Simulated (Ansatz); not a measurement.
Ta: geometry relaxation (part 1 of 3)

The run: geometry relaxation of Ta (slab, 27 atoms in the cell). Method and program: DFT PBE+D3(BJ), scalar-relativistic, plane waves, PAW, no spin polarisation (Ansatz 0.2.0).

The structure derives from an entry of the Crystallography Open Database. The input holds or restrains some coordinates. Forces given for the steps count only the free coordinates. It belongs to a series of runs on one base structure; here: clean slab, lower planes held. Figures and captions count atoms from 1; the log counts them from 0 in places.

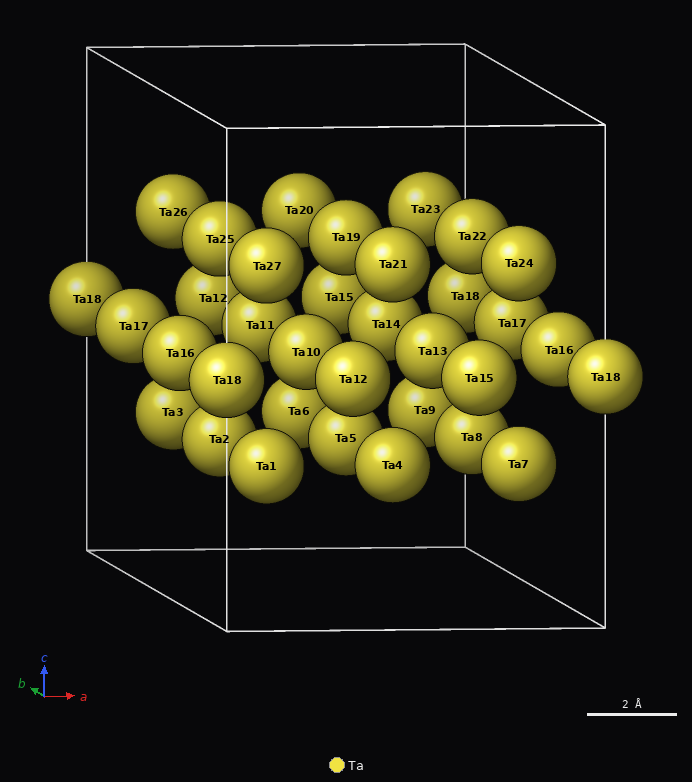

Figure 1. The input geometry (spheres-only view of the cell of the calculation, with the vacuum cut short, seen slightly off an axis; atoms are numbered from 1 in the order of the input). An atom can appear more than once, as a periodic image.

**Input**
```yaml
crystal:
  lattice:
    - [8.5345418624, 0.0, 0.0]
    - [-2.8448472875, 8.0464432336, 0.0]
    - [0.0, 0.0, 20.6456161669]
  atoms:
    - { symbol: Ta, position: [0.1666666667, 0.1666666667, 0.3874914624] }
    - { symbol: Ta, position: [0.1666666667, 0.5, 0.3874914624] }
    - { symbol: Ta, position: [0.1666666667, 0.8333333333, 0.3874914624] }
    - { symbol: Ta, position: [0.5, 0.1666666667, 0.3874914624] }
    - { symbol: Ta, position: [0.5, 0.5, 0.3874914624] }
    - { symbol: Ta, position: [0.5, 0.8333333333, 0.3874914624] }
    - { symbol: Ta, position: [0.8333333333, 0.1666666667, 0.3874914624] }
    - { symbol: Ta, position: [0.8333333333, 0.5, 0.3874914624] }
    - { symbol: Ta, position: [0.8333333333, 0.8333333333, 0.3874914624] }
    - { symbol: Ta, position: [0.3333333333, 0.3333333333, 0.5] }
    - { symbol: Ta, position: [0.3333333333, 0.6666666667, 0.5] }
    - { symbol: Ta, position: [0.3333333333, 0.0, 0.5] }
    - { symbol: Ta, position: [0.6666666667, 0.3333333333, 0.5] }
    - { symbol: Ta, position: [0.6666666667, 0.6666666667, 0.5] }
    - { symbol: Ta, position: [0.6666666667, 0.0, 0.5] }
    - { symbol: Ta, position: [0.0, 0.3333333333, 0.5] }
    - { symbol: Ta, position: [0.0, 0.6666666667, 0.5] }
    - { symbol: Ta, position: [0.0, 0.0, 0.5] }
    - { symbol: Ta, position: [0.5, 0.5, 0.6125085376] }
    - { symbol: Ta, position: [0.5, 0.8333333333, 0.6125085376] }
    - { symbol: Ta, position: [0.5, 0.1666666667, 0.6125085376] }
    - { symbol: Ta, position: [0.8333333333, 0.5, 0.6125085376] }
    - { symbol: Ta, position: [0.8333333333, 0.8333333333, 0.6125085376] }
    - { symbol: Ta, position: [0.8333333333, 0.1666666667, 0.6125085376] }
    - { symbol: Ta, position: [0.1666666667, 0.5, 0.6125085376] }
    - { symbol: Ta, position: [0.1666666667, 0.8333333333, 0.6125085376] }
    - { symbol: Ta, position: [0.1666666667, 0.1666666667, 0.6125085376] }
basis:
  ecutwfc: 420
kpoints:
  mp_grid: { grid: [3, 3, 1] }
hamiltonian:
  xc: pbe
  dispersion: d3bj
scf:
  occupations: { method: gaussian, width: 0.1 }
output:
  forces: true
  eigenvalues: true
  write_density: true
  write_potential: true
  elf: true
  volumetric_format: npy
relax:
  adjacent_minimum: "off"
  f_tol: 0.03
  max_steps: 70
  constraints: [{ sites: [0, 1, 2, 3, 4, 5, 6, 7, 8] }]
efield:
  axis: 3
  dipole_correction: true
  ramp_width: 0.04
```

Hardware: 8 threads of Intel Xeon (Granite Rapids), 32 GiB of memory available, shared host.

Run as:
```bash
ansatz run input.yaml --threads 8 --pin off --max-ram 20480MiB --backend cpu --events-out ev --progress --plain --runs-dir out
```

**What the program printed**
```
Engine: ansatz 0.2.0, x86_64-unknown-linux-gnu
Pseudopotentials: kind: paw
Pseudopotential: Ta, paw, valence charge 13, recommended cutoff 420 eV (normal), Ta.paw.azcp
Functional definition: PBE
  parameter kappa = 0.804
  parameter beta = 0.06672455060314922
  exchange = pbe_x(kappa = kappa, mu = beta*pi^2/3)
  correlation = pbe_c(beta = beta)
Crystal: 27 atoms, lattice volume = 1417.790 Å³
Basis set: ecut = 420 eV, 27675 PW (Γ), exchange–correlation on 120×120×288 points (8 copies of the dense FFT grid, shifted against one another)
Bands: 211, of which v1, the nominal top of the filled ones, is band 176 counted from 1 (175 counted from 0)
Symmetry: 36 space group operations
k-points: 4 of 9
Non-local potential: Ta, projectors of the file, l = 0: 3, l = 1: 2, l = 2: 2, l = 3: 1
PAW form: soft (Blöchl's): semilocal exchange-correlation on the pseudo side does not see the compensation charge
PAW one-centre angular grid: Ta, 590 points (default); XC on 64 Gauss nodes
Initial density: superposition of atomic densities (neutral atoms: chi_scale 0, normalization atom), corrected by the library's trained network
Initial wavefunctions: pseudopotential atomic-orbital guess
Functional: x = pbe(κ = 0.804, μ = 0.2195149727645171), c = pbe(β = 0.06672455060314922)
SCF iter   1: F=—  HF=-268161.805761 eV  |F-HF|=—  |Δ(HF+E_count)|=         —  Δρ=3.74e-3  dr2=5.61e-1  ethr=1.77e-3  p=-0.000 e·Å  D=-2.62e-14 V/Å  ΔV_dip=0.00 eV  dr2_dipole=1.78e-11  V_vac-E_F(+/−)=4.85/4.85 eV  ⟨swp⟩=12.0  Hψ=4346  notcnv=0
efield: sawtooth ramp at fractional position 0.9800 (placed from the atoms, in the widest stretch of the axis that holds none; the zero of the levels goes with the place), width 0.0400; the density the first Hamiltonian is built on has a dipole p = -0.000 e·Å; the dipole correction subtracts the counter field D = -2.62e-14 V/Å, which shifts the + side's vacuum level by +0.00 eV against the − side's; the planar-averaged density in the ramp window peaks in size at 2.6e-5 e/Å³
preconditioner: auto → LDOS  [metal: Δε(μ)=0.042 eV  Ē_g=3.491 eV  σ=0.100 eV  W_gap=0.23  n_scr=228 (ndim 8)  ℏωp=11.5 eV  f_vac=0.561  D(μ)=41.15/eV (n_scr^D=280)  β→1.0]
SCF iter   2: F=—  HF=-268161.761463 eV  |F-HF|=—  |Δ(HF+E_count)|=   4.43e-2  Δρ=1.27e-3  dr2=2.29e-2  ethr=1.60e-4  p=-0.000 e·Å  D=-1.14e-6 V/Å  ΔV_dip=0.00 eV  dr2_dipole=1.78e-10  V_vac-E_F(+/−)=4.78/4.78 eV  ⟨swp⟩=2.0  Hψ=1191  notcnv=0  defer=22
SCF iter   3: F=—  HF=-268161.767665 eV  |F-HF|=—  |Δ(HF+E_count)|=   6.20e-3  Δρ=3.48e-4  dr2=2.16e-3  ethr=6.52e-6  p=0.000 e·Å  D=1.08e-7 V/Å  ΔV_dip=-0.00 eV  dr2_dipole=5.44e-10  V_vac-E_F(+/−)=4.81/4.81 eV  ⟨swp⟩=2.2  Hψ=1041  notcnv=0  defer=22
SCF iter   4: F=—  HF=-268161.769776 eV  |F-HF|=—  |Δ(HF+E_count)|=   2.11e-3  Δρ=1.10e-4  dr2=2.72e-4  ethr=6.16e-7  p=-0.000 e·Å  D=-1.01e-7 V/Å  ΔV_dip=0.00 eV  dr2_dipole=3.19e-10  V_vac-E_F(+/−)=4.82/4.82 eV  ⟨swp⟩=3.8  Hψ=1690  notcnv=0  defer=22
iter 5 did not close the SCF: its close was put off for the readings that it lacked (scf_convergence_deferred on its scf_iter line)
SCF iter   5: F=-268161.769792 eV  HF=-268161.769792 eV  |F-HF|=4.16e-8  |Δ(HF+E_count)|=   1.64e-5  Δρ=3.50e-5  dr2=2.05e-5  ethr=7.75e-8  p=0.000 e·Å  D=2.64e-8 V/Å  ΔV_dip=-0.00 eV  dr2_dipole=3.76e-12  V_vac-E_F(+/−)=4.82/4.82 eV  ⟨swp⟩=2.0  Hψ=1308  notcnv=0  defer=22
SCF iter   6: F=-268161.769802 eV  HF=-268161.769801 eV  |F-HF|=9.72e-7  |Δ(HF+E_count)|=   8.91e-6  Δρ=9.09e-6  dr2=9.27e-7  ethr=5.84e-9  p=0.000 e·Å  D=1.81e-8 V/Å  ΔV_dip=-0.00 eV  dr2_dipole=1.24e-13  V_vac-E_F(+/−)=4.82/4.82 eV  ⟨swp⟩=31.0  Hψ=8836  notcnv=0
SCF 1 converged in 6 iterations: F = -268161.769802 eV  dr2 = 9.27e-7
  greatest PAW one-centre occupation: 0.999 electrons in one spin orbital (limit 2), on the Ta atom at site 26 (counted from 0), in its partial waves of l = 0
relax step   1: F+E_penalty+E_count = -268161.76980221 eV  Δ(F+E_penalty+E_count) = +0.000e0 eV  max|allowed force component| = 2.885e-1 eV/Å  Δτ_max = 0.0000 Å  (6 SCF iters, dr2 threshold 2.25e-5 eV, accepted)
Initial density: handed on by an earlier stage of this run
Initial wavefunctions: those handed on with the density
SCF iter   1: F=—  HF=-268162.523470 eV  |F-HF|=—  |Δ(HF+E_count)|=         —  Δρ=1.21e-2  dr2=2.33e1  ethr=3.10e-3  p=-0.000 e·Å  D=-1.56e-6 V/Å  ΔV_dip=0.00 eV  dr2_dipole=6.89e0  V_vac-E_F(+/−)=4.86/4.86 eV  ⟨swp⟩=6.2  Hψ=2050  notcnv=0  defer=28
efield: sawtooth ramp at fractional position 0.9800 (handed on by an earlier solve), width 0.0400; the density the first Hamiltonian is built on has a dipole p = -0.000 e·Å; the dipole correction subtracts the counter field D = -1.56e-6 V/Å, which shifts the + side's vacuum level by +0.00 eV against the − side's; the planar-averaged density in the ramp window peaks in size at 2.7e-6 e/Å³
preconditioner: auto → LDOS  [metal: Δε(μ)=0.021 eV  Ē_g=3.648 eV  σ=0.100 eV  W_gap=0.12  n_scr=228 (ndim 8)  ℏωp=11.5 eV  f_vac=0.572  D(μ)=46.90/eV (n_scr^D=362)  β→1.0]
SCF iter   2: F=—  HF=-268161.787652 eV  |F-HF|=—  |Δ(HF+E_count)|=   7.36e-1  Δρ=4.40e-3  dr2=1.17e0  ethr=3.10e-3  p=0.077 e·Å  D=9.77e-3 V/Å  ΔV_dip=-0.20 eV  dr2_dipole=1.48e-1  V_vac-E_F(+/−)=4.62/4.82 eV  ⟨swp⟩=2.8  Hψ=1066  notcnv=0  defer=76
SCF iter   3: F=—  HF=-268161.768034 eV  |F-HF|=—  |Δ(HF+E_count)|=   1.96e-2  Δρ=2.41e-3  dr2=4.10e-1  ethr=3.34e-4  p=0.018 e·Å  D=2.36e-3 V/Å  ΔV_dip=-0.05 eV  dr2_dipole=5.29e-2  V_vac-E_F(+/−)=4.80/4.85 eV  ⟨swp⟩=2.2  Hψ=1370  notcnv=0  defer=78
SCF iter   4: F=—  HF=-268161.720042 eV  |F-HF|=—  |Δ(HF+E_count)|=   4.80e-2  Δρ=5.99e-4  dr2=1.33e-2  ethr=1.17e-4  p=0.029 e·Å  D=3.69e-3 V/Å  ΔV_dip=-0.08 eV  dr2_dipole=7.19e-4  V_vac-E_F(+/−)=4.77/4.84 eV  ⟨swp⟩=2.5  Hψ=1517  notcnv=0  defer=78
SCF iter   5: F=—  HF=-268161.719062 eV  |F-HF|=—  |Δ(HF+E_count)|=   9.81e-4  Δρ=2.08e-4  dr2=7.63e-4  ethr=3.78e-6  p=0.018 e·Å  D=2.32e-3 V/Å  ΔV_dip=-0.05 eV  dr2_dipole=1.36e-7  V_vac-E_F(+/−)=4.79/4.84 eV  ⟨swp⟩=2.5  Hψ=1332  notcnv=0  defer=78
SCF iter   6: F=—  HF=-268161.720636 eV  |F-HF|=—  |Δ(HF+E_count)|=   1.57e-3  Δρ=7.37e-5  dr2=1.42e-4  ethr=2.17e-7  p=0.013 e·Å  D=1.70e-3 V/Å  ΔV_dip=-0.04 eV  dr2_dipole=4.90e-6  V_vac-E_F(+/−)=4.81/4.84 eV  ⟨swp⟩=2.2  Hψ=1307  notcnv=0  defer=78
SCF iter   7: F=—  HF=-268161.720671 eV  |F-HF|=—  |Δ(HF+E_count)|=   3.54e-5  Δρ=1.99e-5  dr2=8.20e-6  ethr=4.04e-8  p=0.010 e·Å  D=1.29e-3 V/Å  ΔV_dip=-0.03 eV  dr2_dipole=4.38e-9  V_vac-E_F(+/−)=4.82/4.84 eV  ⟨swp⟩=2.2  Hψ=1044  notcnv=0  defer=78
SCF iter   8: F=-268161.720681 eV  HF=-268161.720680 eV  |F-HF|=3.78e-7  |Δ(HF+E_count)|=   8.71e-6  Δρ=6.96e-6  dr2=1.23e-6  ethr=1.48e-9  p=0.009 e·Å  D=1.19e-3 V/Å  ΔV_dip=-0.02 eV  dr2_dipole=3.16e-8  V_vac-E_F(+/−)=4.82/4.84 eV  ⟨swp⟩=28.0  Hψ=8917  notcnv=0
SCF 2 converged in 8 iterations: F = -268161.720681 eV  dr2 = 1.23e-6
  greatest PAW one-centre occupation: 1.000 electrons in one spin orbital (limit 2), on the Ta atom at site 26 (counted from 0), in its partial waves of l = 0
relax step   2: F+E_penalty+E_count = -268161.72068054 eV  Δ(F+E_penalty+E_count) = +4.912e-2 eV  max|allowed force component| = 4.441e-1 eV/Å  Δτ_max = 0.1947 Å  (8 SCF iters, dr2 threshold 5.20e-6 eV, rejected (line search))
iter 1 solved again at ethr=1.61e-3 eV; its pass at ethr=3.10e-3 eV (dr2=5.65e0 eV) is discarded
SCF iter   1: F=—  HF=-268162.138756 eV  |F-HF|=—  |Δ(HF+E_count)|=         —  Δρ=6.68e-3  dr2=6.92e0  ethr=1.61e-3  p=0.009 e·Å  D=1.19e-3 V/Å  ΔV_dip=-0.02 eV  dr2_dipole=1.83e0  V_vac-E_F(+/−)=4.80/4.82 eV  ⟨swp⟩=1.2  Hψ=2603  notcnv=0  defer=57
efield: sawtooth ramp at fractional position 0.9800 (handed on by an earlier solve), width 0.0400; the density the first Hamiltonian is built on has a dipole p = 0.009 e·Å; the dipole correction subtracts the counter field D = 1.19e-3 V/Å, which shifts the + side's vacuum level by -0.02 eV against the − side's; the planar-averaged density in the ramp window peaks in size at 4.3e-6 e/Å³
preconditioner: auto → LDOS  [metal: Δε(μ)=0.005 eV  Ē_g=3.509 eV  σ=0.100 eV  W_gap=0.03  n_scr=228 (ndim 8)  ℏωp=11.5 eV  f_vac=0.562  D(μ)=41.79/eV (n_scr^D=280)  β→1.0]
SCF iter   2: F=—  HF=-268161.919719 eV  |F-HF|=—  |Δ(HF+E_count)|=   2.19e-1  Δρ=2.45e-3  dr2=2.43e-1  ethr=1.61e-3  p=-0.036 e·Å  D=-4.62e-3 V/Å  ΔV_dip=0.10 eV  dr2_dipole=1.80e-3  V_vac-E_F(+/−)=4.95/4.85 eV  ⟨swp⟩=2.2  Hψ=937  notcnv=0  defer=57
SCF iter   3: F=—  HF=-268161.904472 eV  |F-HF|=—  |Δ(HF+E_count)|=   1.52e-2  Δρ=1.29e-3  dr2=1.80e-1  ethr=6.92e-5  p=0.006 e·Å  D=7.44e-4 V/Å  ΔV_dip=-0.02 eV  dr2_dipole=3.87e-2  V_vac-E_F(+/−)=4.82/4.84 eV  ⟨swp⟩=3.0  Hψ=1555  notcnv=0  defer=67
SCF iter   4: F=—  HF=-268161.891168 eV  |F-HF|=—  |Δ(HF+E_count)|=   1.33e-2  Δρ=3.49e-4  dr2=1.61e-2  ethr=5.12e-5  p=-0.001 e·Å  D=-9.11e-5 V/Å  ΔV_dip=0.00 eV  dr2_dipole=2.97e-3  V_vac-E_F(+/−)=4.84/4.84 eV  ⟨swp⟩=2.0  Hψ=1055  notcnv=0  defer=68
SCF iter   5: F=—  HF=-268161.890837 eV  |F-HF|=—  |Δ(HF+E_count)|=   3.32e-4  Δρ=8.85e-5  dr2=3.34e-4  ethr=4.60e-6  p=-0.000 e·Å  D=-1.73e-5 V/Å  ΔV_dip=0.00 eV  dr2_dipole=6.75e-5  V_vac-E_F(+/−)=4.84/4.84 eV  ⟨swp⟩=2.0  Hψ=995  notcnv=0  defer=68
SCF iter   6: F=—  HF=-268161.890855 eV  |F-HF|=—  |Δ(HF+E_count)|=   1.77e-5  Δρ=3.14e-5  dr2=1.88e-5  ethr=9.51e-8  p=0.001 e·Å  D=8.62e-5 V/Å  ΔV_dip=-0.00 eV  dr2_dipole=3.14e-6  V_vac-E_F(+/−)=4.83/4.84 eV  ⟨swp⟩=3.0  Hψ=1449  notcnv=0  defer=68
SCF iter   7: F=—  HF=-268161.892051 eV  |F-HF|=—  |Δ(HF+E_count)|=   1.20e-3  Δρ=1.04e-5  dr2=2.58e-6  ethr=5.35e-9  p=0.002 e·Å  D=2.19e-4 V/Å  ΔV_dip=-0.00 eV  dr2_dipole=2.76e-7  V_vac-E_F(+/−)=4.83/4.84 eV  ⟨swp⟩=2.8  Hψ=1406  notcnv=0  defer=80
SCF iter   8: F=—  HF=-268161.892052 eV  |F-HF|=—  |Δ(HF+E_count)|=   9.77e-7  Δρ=2.68e-6  dr2=1.60e-7  ethr=7.36e-10  p=0.002 e·Å  D=2.39e-4 V/Å  ΔV_dip=-0.00 eV  dr2_dipole=3.96e-9  V_vac-E_F(+/−)=4.83/4.84 eV  ⟨swp⟩=3.2  Hψ=1655  notcnv=0  defer=80
SCF iter   9: F=-268161.892052 eV  HF=-268161.892052 eV  |F-HF|=6.69e-9  |Δ(HF+E_count)|=   2.51e-7  Δρ=7.47e-7  dr2=1.64e-8  ethr=2.85e-11  p=0.002 e·Å  D=2.47e-4 V/Å  ΔV_dip=-0.01 eV  dr2_dipole=4.55e-9  V_vac-E_F(+/−)=4.83/4.84 eV  ⟨swp⟩=23.0  Hψ=7842  notcnv=0
SCF 3 converged in 9 iterations: F = -268161.892052 eV  dr2 = 1.64e-8
relax step   3: F+E_penalty+E_count = -268161.89205210 eV  Δ(F+E_penalty+E_count) = -1.222e-1 eV  max|allowed force component| = 2.181e-2 eV/Å  Δτ_max = 0.0941 Å  (9 SCF iters, accepted)
```

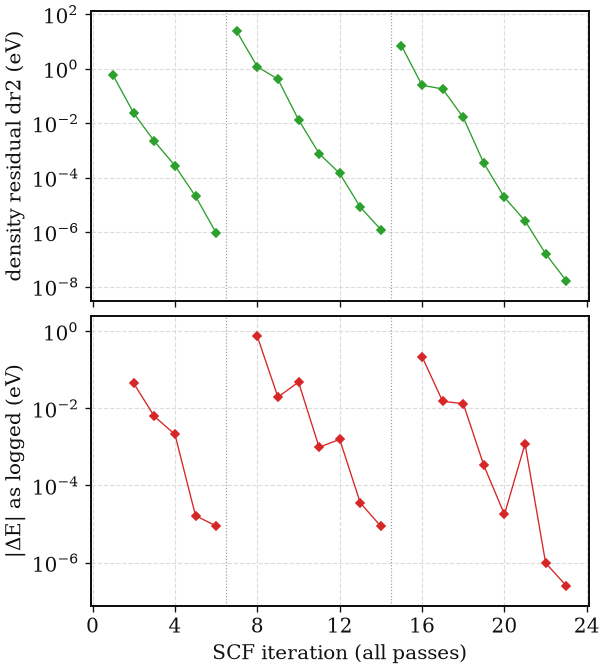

Figure 2. Convergence of the self-consistent field: density residual dr2 and size of the energy change against the SCF iteration. The dotted lines part the SCF passes of the relaxation: geometry steps, rejected trials and re-solves on a re-selected basis. The passes take 6, 8 and 9 iterations.

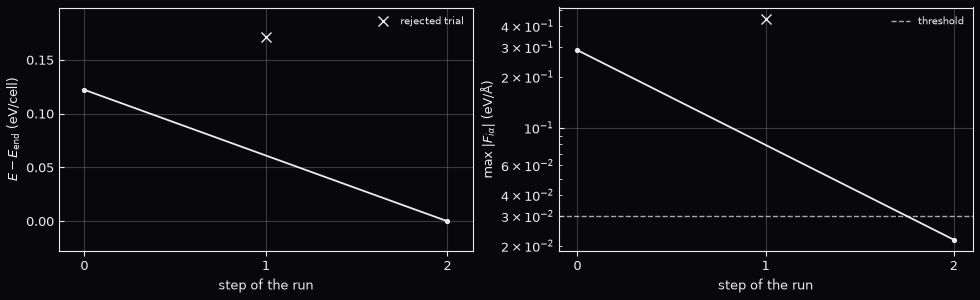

Figure 3. Progress of the restrained relaxation, step by step (the first geometry is step 0 here and step 1 in the log).
